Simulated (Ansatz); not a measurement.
## Run report: Pt, single-point calculation

- system: Pt (1 atom in the cell)
- method: DFT r2SCAN, scalar-relativistic, plane waves, PAW, no spin polarisation (Ansatz 0.2.0)

The structure derives from an entry of the Crystallography Open Database. Figures and captions count atoms from 1; the log counts them from 0 in places.

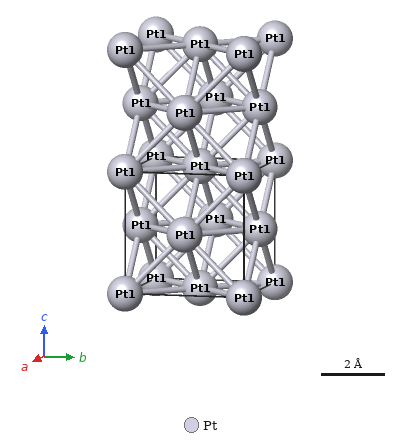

Fig. 1: The structure as given in the input (ball-and-stick view of the cell 4 times as large as that of the calculation, set on its symmetry axes, repeated 1 × 1 × 2, seen slightly off an axis; atoms are numbered from 1 in the order of the input). An atom can appear more than once, as a periodic image.

**Summary**

| quantity | value |
| --- | --- |
| outcome | converged |
| space group (tolerance 0.01 Å) | Fm-3m (225) |
| electrons treated | 18 |
| free energy | −12536.7668 eV |
| Fermi energy | 23.197 eV |
| gap on the k-point mesh | none (metallic) |
| pressure | 4.61 GPa |
| largest force (length of the vector) | under 0.001 eV/Å |
| hardware | 1 thread of Intel Xeon (Granite Rapids), 16 GiB of memory available, shared host |
| wall time | 0.76 s |
| peak memory | 0.38 GiB |

Spin–orbit coupling is left out, which matters for Pt.

**Input**
```yaml
crystal:
  lattice:
    - [0.0, 1.9579, 1.9579]
    - [1.9579, 0.0, 1.9579]
    - [1.9579, 1.9579, 0.0]
  atoms:
    - { symbol: Pt, position: [0.0, 0.0, 0.0] }
basis:
  ecutwfc: 500
kpoints:
  mp_grid: { grid: [8, 8, 8] }
hamiltonian:
  xc: r2scan
scf:
  occupations: { method: gaussian, width: 0.1 }
output:
  forces: true
  stress: true
  eigenvalues: true
```

Run as:
```bash
ansatz run input.yaml --threads 1 --pin off --max-ram 2560MiB --backend cpu --events-out ev --progress --plain --runs-dir out
```

**The program's output**
```
Engine: ansatz 0.2.0, x86_64-unknown-linux-gnu
Pseudopotentials: kind: paw
Pseudopotential: Pt, paw, valence charge 18, recommended cutoff 500 eV (meta_gga), Pt.paw.azcp
Functional definition: r2SCAN
  parameter k0 = 0.174
  parameter k1 = 0.065
  parameter a1 = 4.9479
  exchange = r2scan_x(k0 = k0, k1 = k1, a1 = a1)
  correlation = r2scan_c
Crystal: 1 atoms, lattice volume = 15.011 Å³
Basis set: ecut = 500 eV, 339 PW (Γ), exchange–correlation on 96×96×96 points (64 copies of the dense FFT grid, shifted against one another)
Bands: 13, of which v1, the nominal top of the filled ones, is band 9 counted from 1 (8 counted from 0)
Symmetry: 48 space group operations
Space group: Fm-3m (ITA 225), of the structure as read, at distance tolerance 2.5e-5 Å
k-points: 29 of 512
Non-local potential: Pt, projectors of the file, l = 0: 3, l = 1: 2, l = 2: 2, l = 3: 1
PAW form: soft (Blöchl's): semilocal exchange-correlation on the pseudo side does not see the compensation charge
PAW frozen core: Pt, regenerated for the run's functional (the file was generated under x = pbe(κ = 0.804, μ = 0.2195149727645171), c = pbe(β = 0.06672455060314922))
PAW one-centre angular grid: Pt, 590 points (default); XC on 160 Gauss nodes
Initial density: superposition of atomic densities (neutral atoms: chi_scale 0, normalization atom), corrected by the library's trained network
Initial wavefunctions: pseudopotential atomic-orbital guess
Functional: x = r2scan, c = r2scan; τ floored in thin density (d = 2e-4 eV/Å³)
SCF iter   1: F=—  HF=-12536.758411 eV  |F-HF|=—  |Δ(HF+E_count)|=         —  Δρ=1.03e-2  dr2=1.04e-2  dr2_τ=1.16e-2  ethr=1.77e-3  ⟨swp⟩=4.9  Hψ=2041  notcnv=0
preconditioner: auto → none  [metal: Δε(μ)=0.023 eV  Ē_g=14.902 eV  σ=0.100 eV  W_gap=0.13  n_scr=8 (ndim 8)  ℏωp=30.3 eV  f_vac=0.000  D(μ)=1.75/eV (n_scr^D=26)  sad-step TF]
SCF iter   2: F=—  HF=-12536.766305 eV  |F-HF|=—  |Δ(HF+E_count)|=   7.89e-3  Δρ=5.19e-3  dr2=2.16e-3  dr2_τ=3.60e-4  ethr=5.76e-5  ⟨swp⟩=2.6  Hψ=792  notcnv=0  defer=1
SCF iter   3: F=—  HF=-12536.766793 eV  |F-HF|=—  |Δ(HF+E_count)|=   4.88e-4  Δρ=8.55e-4  dr2=5.84e-5  dr2_τ=4.94e-6  ethr=1.20e-5  ⟨swp⟩=2.0  Hψ=512  notcnv=0  defer=1
SCF iter   4: F=—  HF=-12536.766824 eV  |F-HF|=—  |Δ(HF+E_count)|=   3.04e-5  Δρ=1.26e-4  dr2=1.75e-6  dr2_τ=2.66e-7  ethr=3.24e-7  ⟨swp⟩=2.0  Hψ=530  notcnv=0  defer=1
iter 5 did not close the SCF: its close was put off for the readings that it lacked (scf_convergence_deferred on its scf_iter line)
SCF iter   5: F=-12536.766824 eV  HF=-12536.766824 eV  |F-HF|=6.17e-8  |Δ(HF+E_count)|=   1.24e-7  Δρ=2.62e-5  dr2=3.75e-8  dr2_τ=8.58e-9  ethr=9.70e-9  ⟨swp⟩=2.6  Hψ=604  notcnv=0  defer=1
SCF iter   6: F=-12536.766824 eV  HF=-12536.766824 eV  |F-HF|=6.92e-9  |Δ(HF+E_count)|=   6.61e-8  Δρ=1.23e-5  dr2=1.05e-8  dr2_τ=9.49e-10  ethr=2.09e-10  ⟨swp⟩=2.6  Hψ=1337  notcnv=0
SCF 1 converged in 6 iterations: F = -12536.766824 eV  dr2 = 1.05e-8
  greatest PAW one-centre occupation: 1.000 electrons in one spin orbital (limit 2), on the Pt atom at site 0 (counted from 0), in its partial waves of l = 0
```

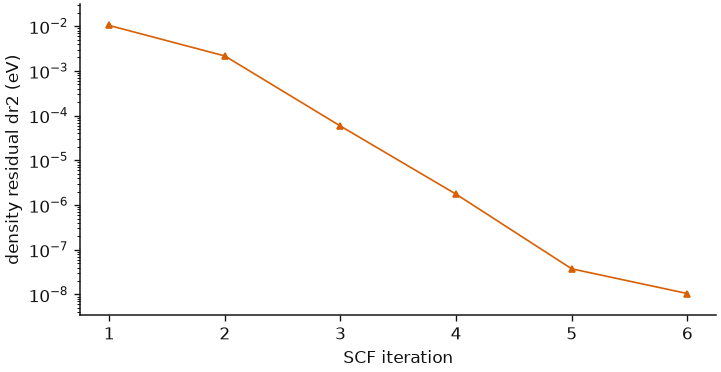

Fig. 2: Convergence of the self-consistent field: density residual dr2 against the SCF iteration. The residual falls at every step.

```
SCF converged after 6 iterations
Free energy (F): -12536.766824 eV
Harris-Foulkes:  -12536.766824 eV  (|F-HF|=6.92e-9)
Internal energy: -12536.758510 eV  (E = F + TS)
E sigma→0 (E₀):  -12536.762667 eV
Entropy (-TS):   -0.008314 eV (-8.314 meV/atom)
Fermi energy:    23.196554 eV
--- Per-component energies (eV) ---
  E_band       = -145.753895
  E_kinetic    = 638.241714
  E_local      = -1458.175682  (includes V_loc(G=0)·N_el)
  E_nonlocal   = 201.776351
  E_hartree    = 543.234012
  E_xc         = -250.475573
  E_vxc        = -338.065137  (∫ρ·V_xc dr)
  E_paw        = -9479.807970  (= ΣΔE_a)
  E_vpaw       = -297.590422  (= ΣTr[D̂ρ^β])
  E_aug_tail   = 0.000150  (compensation charges beyond the density's cutoff)
  E_vtau       = 21.588041  (kinetic-family band-sum trace: ∫τ·v_τ [+ j·A + Jᵃ·Aᵃ] dr)
  E_ewald      = -2731.320018
  E_core_change = -0.231494  (= ΣΔE_core)
  E_smearing   = -0.008314  (= −TS)
  E_closure    = 0.000000  (closes the sum)
  Σ components = -12536.766824   (vs F -12536.766824, Δ=0.00e0)
--- Forces (eV/Å), atoms counted from 1 ---
  atom   1  Pt    -0.00000000     0.00000000    -0.00000000
  max |Σ_I F_I| component: 3.39e-32 eV/Å
--- Stress (GPa, compression-positive) ---
        4.607186       0.000000       0.000000
        0.000000       4.607186      -0.000000
       -0.000000       0.000000       4.607186
  P = ⅓ Tr σ = 4.6072 GPa (46.072 kbar)
--- Band table (eV; the first three rows and the last of 29) ---
  k-point 0: bands = ["-77.3713", "-30.7332", "-30.7332", "-30.7332", "12.7331", "19.2880", "19.2880", "19.2880", "21.4679", "21.4679", "38.6092", "43.7979", "43.7979"]
  k-point 1: bands = ["-77.3656", "-30.8109", "-30.7443", "-30.7443", "13.3746", "19.0388", "19.5168", "19.5168", "21.3666", "21.3666", "39.5261", "41.3336", "44.7616"]
  k-point 2: bands = ["-77.3519", "-30.9958", "-30.7711", "-30.7711", "14.8542", "18.9648", "19.6612", "19.6612", "21.6806", "21.6806", "37.3565", "40.4253", "46.9360"]
  k-point 28: bands = ["-77.3197", "-31.0778", "-31.0778", "-30.9324", "17.3668", "18.5049", "18.5049", "21.1109", "23.7667", "30.8573", "32.0017", "32.0017", "35.9974"]
```

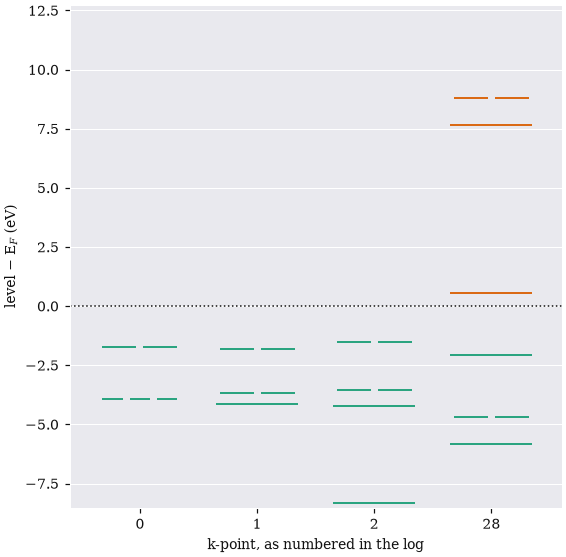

Fig. 3: Kohn–Sham levels near the Fermi level (dotted) at the few k-points that the log prints; levels within 0.02 eV of each other stand side by side. The system is metallic on the full mesh.
